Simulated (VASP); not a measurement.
# ZnSe(110): relaxation, ionisation energy and affinity, part 2 of 3

Aim: ionisation energy and electron affinity of ZnSe(110), from a slab and a bulk run lined up through core potentials.

VASP 6.6.1; PBE; plane waves and PAW (Zn, Se).

So far. Step 2 (Relaxing the bulk crystal): The run ended after 2 ionic steps, 0.010 eV below its first step, once forces and stress met EDIFFG = -0.02.

## 4. Relaxing the slab

System of this step: ZnSe(110). The cell holds 18 atoms: 9 Zn and 9 Se. Its edges and angles: a = 4.055 Å, b = 5.734 Å, c = 32.218 Å, α = 90.0°, β = 90.0°, γ = 90.0°. It derives from ZnSe. 9 layers, cut at this functional's lattice. Vacuum lies along c.

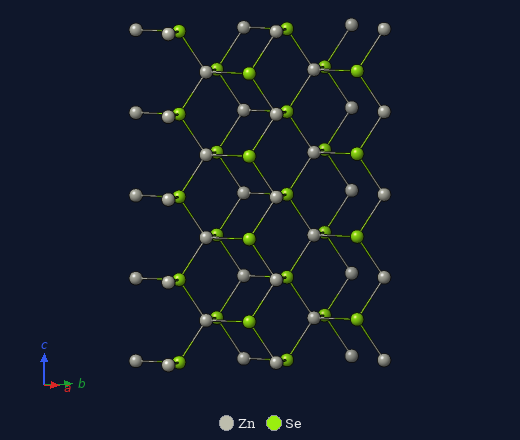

The cell of this step (zinc light grey, selenium green). 1×2×1 cells are drawn. Some periodic images of atoms are drawn too.

All atoms relax at the fixed cell.

The input, INCAR:

```
SYSTEM = ZnSe
PREC = Normal
ENCUT = 320
EDIFF = 1E-05
NELM = 120
ISMEAR = 0
SIGMA = 0.03
LREAL = Auto
ALGO = Fast
GGA = PE
NBANDS = 100
LORBIT = 11
LWAVE = .FALSE.
LCHARG = .FALSE.
KPAR = 2
NCORE = 2
IBRION = 2
NSW = 60
ISIF = 2
EDIFFG = -0.03
POTIM = 0.4
MAXMIX = 40
IDIPOL = 3
LDIPOL = .TRUE.
DIPOL = 0.5 0.5 0.5
```

The input, POSCAR:

```
ZnSe
1.0
    4.0545351924      0.0000000000      0.0000000000
    0.0000000000      5.7339786582      0.0000000000
    0.0000000000      0.0000000000     32.2181407696
Zn Se
9 9
Direct
    0.0000000000      0.0000000000      0.2483073100
    0.5000000000      0.5000000000      0.3112304900
    0.0000000000      0.0000000000      0.3741536600
    0.5000000000      0.5000000000      0.4370768300
    0.0000000000      0.0000000000      0.5000000000
    0.5000000000      0.5000000000      0.5629231700
    0.0000000000      0.0000000000      0.6258463400
    0.5000000000      0.5000000000      0.6887695100
    0.0000000000      0.0000000000      0.7516926900
    0.0000000000      0.7500000000      0.3112304900
    0.5000000000      0.2500000000      0.2483073100
    0.0000000000      0.7500000000      0.4370768300
    0.5000000000      0.2500000000      0.3741536600
    0.0000000000      0.7500000000      0.5629231700
    0.5000000000      0.2500000000      0.5000000000
    0.0000000000      0.7500000000      0.6887695100
    0.5000000000      0.2500000000      0.6258463400
    0.5000000000      0.2500000000      0.7516926900
```

The input, KPOINTS:

```
Automatic mesh
0
Gamma
6 4 1
0 0 0
```

Potentials, in the order of the species: Zn and Se (PBE family, release 64).

On the command line:

```sh
$ mpirun -np 4 vasp_std
```

Log:

```text
[banner, memory and clock lines left out]
running    4 mpi-ranks, on    1 nodes
 distrk:  each k-point on    2 cores,    2 groups
 distr:  one band on    2 cores,    1 groups

 POSCAR found type information on POSCAR ZnSe
 POSCAR found :  2 types and      18 ions
 LDA part: xc-table for (Slater+PW92), standard interpolation
 POSCAR, INCAR and KPOINTS ok, starting setup
 FFT: planning ... GRIDC
 FFT: planning ... GRID_SOFT
 FFT: planning ... GRID
 WAVECAR not read
 entering main loop
       N       E                     dE             d eps       ncg     rms          rms(c)
DAV:   1     0.978541103161E+03    0.97854E+03   -0.54221E+04  2464   0.110E+03
DAV:   2     0.711201582312E+02   -0.90742E+03   -0.87004E+03  2688   0.292E+02
DAV:   3    -0.501823145524E+02   -0.12130E+03   -0.12025E+03  2728   0.114E+02
DAV:   4    -0.555778108407E+02   -0.53955E+01   -0.53699E+01  2760   0.222E+01
DAV:   5    -0.557055385882E+02   -0.12773E+00   -0.12761E+00  2744   0.310E+00    0.134E+01
RMM:   6    -0.526417012270E+02    0.30638E+01   -0.79066E+00  2400   0.105E+01    0.105E+01
RMM:   7    -0.523621263706E+02    0.27957E+00   -0.31109E+00  2400   0.567E+00    0.315E+00
RMM:   8    -0.523977819293E+02   -0.35656E-01   -0.52109E-01  2419   0.219E+00    0.144E+00
RMM:   9    -0.523772202169E+02    0.20562E-01   -0.12362E-01  2400   0.150E+00    0.753E-01
RMM:  10    -0.523759815290E+02    0.12387E-02   -0.27412E-02  2403   0.780E-01    0.189E-01
RMM:  11    -0.523776613128E+02   -0.16798E-02   -0.59432E-03  2406   0.229E-01    0.175E-01
RMM:  12    -0.523776043809E+02    0.56932E-04   -0.18394E-03  2442   0.183E-01    0.443E-02
RMM:  13    -0.523777019622E+02   -0.97581E-04   -0.41363E-04  2441   0.557E-02    0.257E-02
RMM:  14    -0.523779116386E+02   -0.20968E-03   -0.97449E-05  2370   0.341E-02    0.248E-02
RMM:  15    -0.523779297544E+02   -0.18116E-04   -0.20667E-05  1508   0.146E-02    0.103E-02
RMM:  16    -0.523780763852E+02   -0.14663E-03   -0.33367E-05  1640   0.119E-02    0.706E-03
RMM:  17    -0.523781032162E+02   -0.26831E-04   -0.51637E-06  1434   0.542E-03    0.749E-03
RMM:  18    -0.523781225591E+02   -0.19343E-04   -0.42538E-06  1436   0.604E-03    0.137E-03
RMM:  19    -0.523781260502E+02   -0.34910E-05   -0.16227E-06  1316   0.389E-03
   1 F= -.52378126E+02 E0= -.52378126E+02  d E =-.523781E+02
 curvature:   0.00 expect dE= 0.000E+00 dE for cont linesearch  0.000E+00
 trial: gam= 0.00000 g(F)=  0.267E+00 g(S)=  0.000E+00 ort = 0.000E+00 (trialstep = 0.100E+01)
 search vector abs. value=  0.267E+00
 bond charge predicted
       N       E                     dE             d eps       ncg     rms          rms(c)
DAV:   1    -0.525793764650E+02   -0.20125E+00   -0.36389E+01  2536   0.175E+01    0.926E-01
RMM:   2    -0.526098127703E+02   -0.30436E-01   -0.33423E-01  2400   0.203E+00    0.502E-01
RMM:   3    -0.526111557167E+02   -0.13429E-02   -0.41402E-02  2406   0.694E-01    0.376E-01
RMM:   4    -0.526135768398E+02   -0.24211E-02   -0.14412E-02  2400   0.464E-01    0.297E-01
RMM:   5    -0.526128998231E+02    0.67702E-03   -0.83176E-03  2400   0.375E-01    0.108E-01
RMM:   6    -0.526128730895E+02    0.26734E-04   -0.10014E-03  2403   0.114E-01    0.388E-02
RMM:   7    -0.526129995051E+02   -0.12642E-03   -0.23884E-04  2364   0.477E-02    0.316E-02
RMM:   8    -0.526130617581E+02   -0.62253E-04   -0.75152E-05  1909   0.227E-02    0.201E-02
RMM:   9    -0.526131466229E+02   -0.84865E-04   -0.34435E-05  1666   0.152E-02    0.134E-02
RMM:  10    -0.526131643724E+02   -0.17749E-04   -0.22358E-05  1541   0.130E-02    0.129E-02
RMM:  11    -0.526131770600E+02   -0.12688E-04   -0.67659E-06  1460   0.604E-03    0.451E-03
RMM:  12    -0.526131912647E+02   -0.14205E-04   -0.14876E-06  1093   0.311E-03    0.307E-03
RMM:  13    -0.526132038051E+02   -0.12540E-04   -0.18634E-06   878   0.284E-03    0.125E-03
RMM:  14    -0.526132054841E+02   -0.16790E-05   -0.41052E-07   654   0.213E-03
   2 F= -.52613205E+02 E0= -.52613205E+02  d E =-.235079E+00
[... from here on, the cycles between the ionic steps are left out ...]
   3 F= -.52966945E+02 E0= -.52966945E+02  d E =-.588819E+00
   4 F= -.52981329E+02 E0= -.52981329E+02  d E =-.603203E+00
   5 F= -.53135107E+02 E0= -.53135107E+02  d E =-.153778E+00
   6 F= -.53311516E+02 E0= -.53311516E+02  d E =-.330188E+00
   7 F= -.53313729E+02 E0= -.53313729E+02  d E =-.332401E+00
   8 F= -.53339620E+02 E0= -.53339620E+02  d E =-.258906E-01
   9 F= -.53339633E+02 E0= -.53339633E+02  d E =-.259037E-01
  10 F= -.53349099E+02 E0= -.53349099E+02  d E =-.946643E-02
  11 F= -.53352360E+02 E0= -.53352360E+02  d E =-.127268E-01
  12 F= -.53358188E+02 E0= -.53358188E+02  d E =-.582834E-02
  13 F= -.53359233E+02 E0= -.53359233E+02  d E =-.687299E-02
  14 F= -.53359359E+02 E0= -.53359359E+02  d E =-.699903E-02
  15 F= -.53360892E+02 E0= -.53360892E+02  d E =-.153360E-02
  16 F= -.53360950E+02 E0= -.53360950E+02  d E =-.159160E-02
  17 F= -.53362097E+02 E0= -.53362097E+02  d E =-.114634E-02
  18 F= -.53362306E+02 E0= -.53362306E+02  d E =-.135528E-02
 curvature:  -6.74 expect dE=-0.307E-02 dE for cont linesearch -0.151E-04
 trial: gam= 1.07481 g(F)=  0.455E-03 g(S)=  0.000E+00 ort =-0.459E-04 (trialstep = 0.269E+01)
 search vector abs. value=  0.144E-02
 bond charge predicted
       N       E                     dE             d eps       ncg     rms          rms(c)
DAV:   1    -0.533617761266E+02    0.52270E-03   -0.12245E+00  2488   0.356E+00    0.196E-01
RMM:   2    -0.533623582015E+02   -0.58207E-03   -0.11720E-02  2400   0.336E-01    0.125E-01
RMM:   3    -0.533625380440E+02   -0.17984E-03   -0.15965E-03  2400   0.133E-01    0.571E-02
RMM:   4    -0.533628144598E+02   -0.27642E-03   -0.27733E-04  2404   0.563E-02    0.401E-02
RMM:   5    -0.533628933188E+02   -0.78859E-04   -0.86244E-05  2124   0.291E-02    0.266E-02
RMM:   6    -0.533629559590E+02   -0.62640E-04   -0.20525E-05  1527   0.152E-02    0.259E-02
RMM:   7    -0.533629747657E+02   -0.18807E-04   -0.75075E-06  1454   0.808E-03    0.257E-02
RMM:   8    -0.533630004117E+02   -0.25646E-04   -0.47086E-06  1402   0.487E-03    0.243E-02
RMM:   9    -0.533630185593E+02   -0.18148E-04   -0.32502E-06  1066   0.335E-03    0.207E-02
RMM:  10    -0.533630274845E+02   -0.89252E-05   -0.16053E-06   746   0.251E-03
  19 F= -.53363027E+02 E0= -.53363027E+02  d E =-.721783E-03
 trial-energy change:   -0.000722  1 .order   -0.000689   -0.001094   -0.000284
 step:   3.6378(harm=  3.6378)  dis= 0.00748  next Energy=   -53.363044 (dE=-0.739E-03)
 reached required accuracy - stopping structural energy minimisation
```

The job ended after 4.9 min (4 MPI ranks of Intel Xeon 6975P-C (Granite Rapids), shared host; peak memory 1.1 GiB).

Parts of OUTCAR (step 4):

```text
  LATTYP: Found a simple orthorhombic cell.
 ALAT       =     4.0545351924
 B/A-ratio  =     1.4142135624
 C/A-ratio  =     7.9461983287

 Subroutine GETGRP returns: Found  4 space group operations
 (whereof  4 operations were pure point group operations)

The static configuration has the point symmetry C_2v.

 Found     12 irreducible k-points:

   k-points           NKPTS =     12   k-points in BZ     NKDIM =     12   number of bands    NBANDS=    100

   dimension x,y,z NGX =    18 NGY =   28 NGZ =  144
   dimension x,y,z NGXF=    36 NGYF=   56 NGZF=  288

   ENCUT  =  320.0 eV  23.52 Ry    4.85 a.u.   5.91  8.36 46.99*2*pi/ulx,y,z

   NELECT =     162.0000    total number of electrons

 dipolmoment           0.000000      0.000000      0.000000 electrons x Angstroem

 E-fermi :  -1.5689

 k-point     1 :       0.0000    0.0000    0.0000
  band No.  band energies     occupation
    ...
     77      -1.9404      2.00000
     78      -1.9299      2.00000
     79      -1.8395      2.00000
     80      -1.7840      2.00000
     81      -1.7192      2.00000
     82      -0.2615      0.00000
     83       0.3915      0.00000
     84       1.0354      0.00000
     85       1.4055      0.00000
     86       1.5366      0.00000
    ...

 k-point     2 :       0.1667    0.0000    0.0000
  band No.  band energies     occupation
    ...
     77      -2.5788      2.00000
     78      -2.3765      2.00000
     79      -2.3379      2.00000
     80      -2.1360      2.00000
     81      -1.9945      2.00000
     82       0.7466      0.00000
     83       1.1875      0.00000
     84       1.6447      0.00000
     85       1.8028      0.00000
     86       2.0186      0.00000
    ...

  Total       -1.1669171     -0.5733418     -0.5943681      0.0000000      0.0000000      0.0000000
  in kB       -2.4960481     -1.2263842     -1.2713597      0.0000000      0.0000000      0.0000000
  external PRESSURE =      -1.6645974 kB  Pullay stress =       0.0000000 kB

  energy-cutoff  :      320.00
  volume of cell :      749.03
      direct lattice vectors                 reciprocal lattice vectors
     4.054535192  0.000000000  0.000000000     0.246637396  0.000000000  0.000000000
     0.000000000  5.733978658  0.000000000     0.000000000  0.174398975  0.000000000
     0.000000000  0.000000000 32.218140770     0.000000000  0.000000000  0.031038414

 POSITION                                       TOTAL-FORCE (eV/Angst)
 -----------------------------------------------------------------------------------
      0.00000      0.32634      8.46013        -0.000000      0.012463     -0.000118
      2.02727      2.77406      9.88797        -0.000000      0.009890      0.009817
      4.05454      5.68841     12.07157        -0.000000     -0.015260     -0.004088
      2.02727      2.82093     14.04825         0.000000      0.006791      0.021626
      0.00000      5.71212     16.10907        -0.000000     -0.002263      0.000000
      2.02727      2.82093     18.16989         0.000000      0.006791     -0.021626
      0.00000      5.68841     20.14657        -0.000000     -0.015260      0.004088
      2.02727      2.77406     22.33017        -0.000000      0.009890     -0.009817
      0.00000      0.32634     23.75801        -0.000000      0.012463      0.000118
      0.00000      4.22211     10.03938        -0.000000      0.009326      0.001953
      2.02727      1.46783      7.80146        -0.000000     -0.012147      0.009852
      0.00000      4.26143     14.08889        -0.000000     -0.016611     -0.012847
      2.02727      1.39733     12.00687        -0.000000      0.007438      0.014789
      0.00000      4.26143     18.12925        -0.000000     -0.016611      0.012847
      2.02727      1.41029     16.10907        -0.000000     -0.001519      0.000000
      0.00000      4.22211     22.17876        -0.000000      0.009326     -0.001953
      2.02727      1.39733     20.21127        -0.000000      0.007438     -0.014789
      2.02727      1.46783     24.41668        -0.000000     -0.012147     -0.009852
 -----------------------------------------------------------------------------------
    total drift:                                0.000000      0.002795      0.000052

  FREE ENERGIE OF THE ION-ELECTRON SYSTEM (eV)
  ---------------------------------------------------
  free  energy   TOTEN  =       -53.3630274845 eV

  energy  without entropy=      -53.3630274845  energy(sigma->0) =      -53.36302748

 vacuum level on the upper side and lower side of the slab         3.801         3.801

 total charge
# of ion       s       p       d       tot
------------------------------------------
    1        0.570   0.383   9.767  10.720
    2        0.525   0.415   9.774  10.714
    3        0.526   0.418   9.775  10.719
    4        0.525   0.414   9.775  10.714
    5        0.527   0.419   9.775  10.721
    6        0.525   0.414   9.775  10.714
    7        0.526   0.418   9.775  10.719
    8        0.525   0.415   9.774  10.714
    9        0.570   0.383   9.767  10.720
   10        1.439   2.405   0.028   3.872
   11        1.455   2.359   0.025   3.840
   12        1.438   2.406   0.027   3.872
   13        1.439   2.398   0.026   3.864
   14        1.438   2.406   0.027   3.872
   15        1.439   2.403   0.027   3.868
   16        1.439   2.405   0.028   3.872
   17        1.439   2.398   0.026   3.864
   18        1.455   2.359   0.025   3.840
--------------------------------------------------
tot         17.803  25.220  88.195 131.218

[... 1 part as in an earlier step ...]

[... 7 further parts left out ...]
```

CONTCAR:

```
ZnSe
   1.00000000000000
     4.0545351924000004    0.0000000000000000    0.0000000000000000
     0.0000000000000000    5.7339786581999999    0.0000000000000000
     0.0000000000000000    0.0000000000000000   32.2181407695999980
  Zn              Se
     9     9
Direct
     0.0000000000000000    0.0569135799346868    0.2625891070591896
     0.5000000000000000    0.4837923787084868    0.3069069177170181
     1.0000000000000000    0.9920532078864474    0.3746824639158030
     0.5000000000000000    0.4919680606572143    0.4360354792157228
     0.0000000000000000    0.9961886024132510    0.5000000000000000
     0.5000000000000000    0.4919680606572143    0.5639645207842772
     0.0000000000000000    0.9920532078864474    0.6253175360841970
     0.5000000000000000    0.4837923787084868    0.6930930822829821
     0.0000000000000000    0.0569135799346868    0.7374108929408103
     0.0000000000000000    0.7363317624777131    0.3116065850113923
     0.5000000000000000    0.2559881229910933    0.2421450286179015
     0.0000000000000000    0.7431888965987999    0.4372968980042873
     0.5000000000000000    0.2436933158158908    0.3726743485525384
     0.0000000000000000    0.7431888965987999    0.5627031019957128
     0.5000000000000000    0.2459527474460843    0.5000000000000000
     0.0000000000000000    0.7363317624777131    0.6883934149886077
     0.5000000000000000    0.2436933158158908    0.6273256514474616
     0.5000000000000000    0.2559881229910933    0.7578549713820985
```

The run keeps the 4 symmetry operations of its start, so it cannot find a distortion of lower symmetry.

Relaxation path:

| step | energy less that of the first step (eV) | largest force (eV/Å) |
| --- | --- | --- |
| 1 | 0.0000 | 1.4590 |
| 2 | -0.2351 | 1.1972 |
| 3 | -0.5888 | 0.5682 |
| 4 | -0.6032 | 0.6335 |
| 5 | -0.7570 | 0.4968 |
| 6 | -0.9334 | 0.2494 |
| 7 | -0.9356 | 0.2914 |
| 8 | -0.9615 | 0.1145 |
| 9 | -0.9615 | 0.1163 |
| 10 | -0.9710 | 0.0988 |
| 11 | -0.9742 | 0.1127 |
| 12 | -0.9801 | 0.0570 |
| 13 | -0.9811 | 0.0459 |
| 14 | -0.9812 | 0.0522 |
| 15 | -0.9828 | 0.0305 |
| 16 | -0.9828 | 0.0348 |
| 17 | -0.9840 | 0.0399 |
| 18 | -0.9842 | 0.0531 |
| 19 | -0.9849 | 0.0227 |

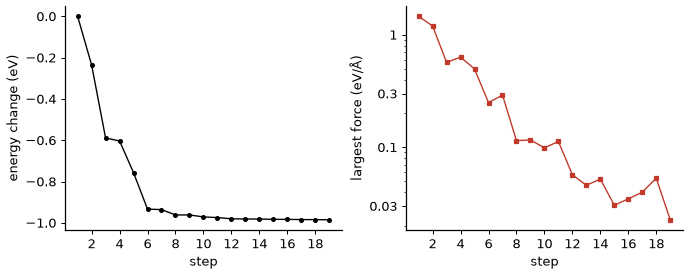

Energy and largest force along the relaxation.

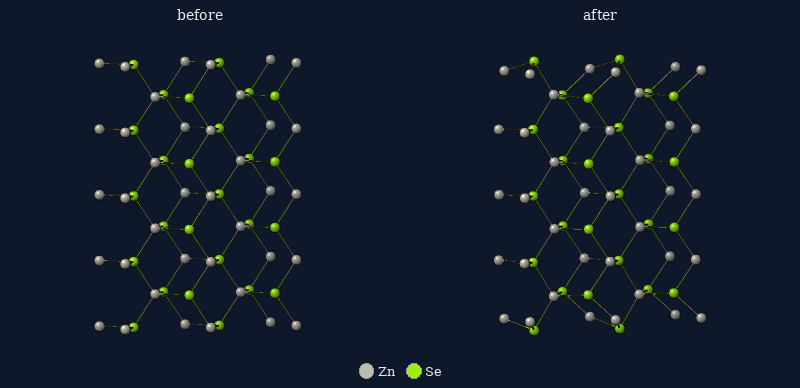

The structure before and after the relaxation, drawn at the same scale.

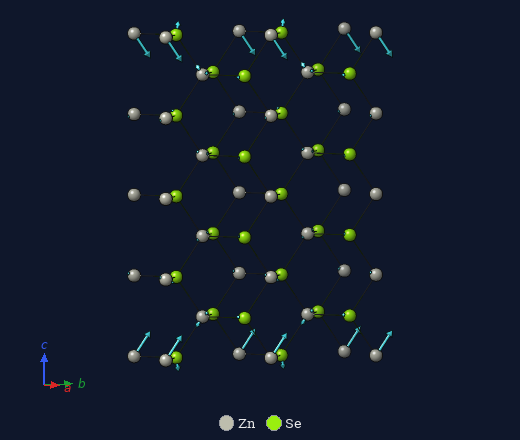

Displacements in the relaxation, exaggerated; the longest in the cell stands for 0.56 Å. 1×2×1 cells are drawn. Some periodic images of atoms are drawn too.

The atoms that moved most (Å):

| atom | dx | dy | dz | length |
| --- | --- | --- | --- | --- |
| Zn1 | 0.000 | 0.326 | 0.460 | 0.564 |
| Zn9 | 0.000 | 0.326 | -0.460 | 0.564 |
| Se11 | 0.000 | 0.034 | -0.199 | 0.201 |
| Se18 | 0.000 | 0.034 | 0.199 | 0.201 |
| Zn8 | 0.000 | -0.093 | 0.139 | 0.167 |
| Zn2 | 0.000 | -0.093 | -0.139 | 0.167 |
| Se10 | 0.000 | -0.078 | 0.012 | 0.079 |
| Se16 | 0.000 | -0.078 | -0.012 | 0.079 |

The relaxed structure:

```xyz
18
Lattice="4.0545 0.0000 0.0000 0.0000 5.7340 0.0000 0.0000 0.0000 32.2181" Properties=species:S:1:pos:R:3
Zn    0.0000    0.3263    8.4601
Zn    2.0273    2.7741    9.8880
Zn    0.0000   -0.0456   12.0716
Zn    2.0273    2.8209   14.0483
Zn    0.0000   -0.0219   16.1091
Zn    2.0273    2.8209   18.1699
Zn    0.0000   -0.0456   20.1466
Zn    2.0273    2.7741   22.3302
Zn    0.0000    0.3263   23.7580
Se    0.0000    4.2221   10.0394
Se    2.0273    1.4678    7.8015
Se    0.0000    4.2614   14.0889
Se    2.0273    1.3973   12.0069
Se    0.0000    4.2614   18.1292
Se    2.0273    1.4103   16.1091
Se    0.0000    4.2221   22.1788
Se    2.0273    1.3973   20.2113
Se    2.0273    1.4678   24.4167
```

This step gave:

```yaml
electronic_cycles: 168
electrons: 162
free_energy_toten: -53.3630 eV
fermi_energy: -1.569 eV
dipole_moment: 0, 0, 0 e·Å
gap_on_the_k_mesh: 1.458 eV
least_direct_gap_on_the_k_mesh: 1.458 eV
```

The run ended after 19 ionic steps, 0.985 eV below its first step, once the forces on the free atoms met EDIFFG = -0.03.

(Part 2 of 3 ends here.)

[Lines on the potential files, build, host, timing and source positions are cut from VASP's logs without a mark.]

[Logs are printed without paths, hosts, clocks, repeated set-up lines and the standing remarks that a program may print on its own settings, such as how far it seeks lower states.]

[Hosts, paths, dates, database ids (printed as entryN), source tags and the programs' standing remarks are cut or masked in the printed files.]

[Runs that stopped without an error message from VASP are left out.]
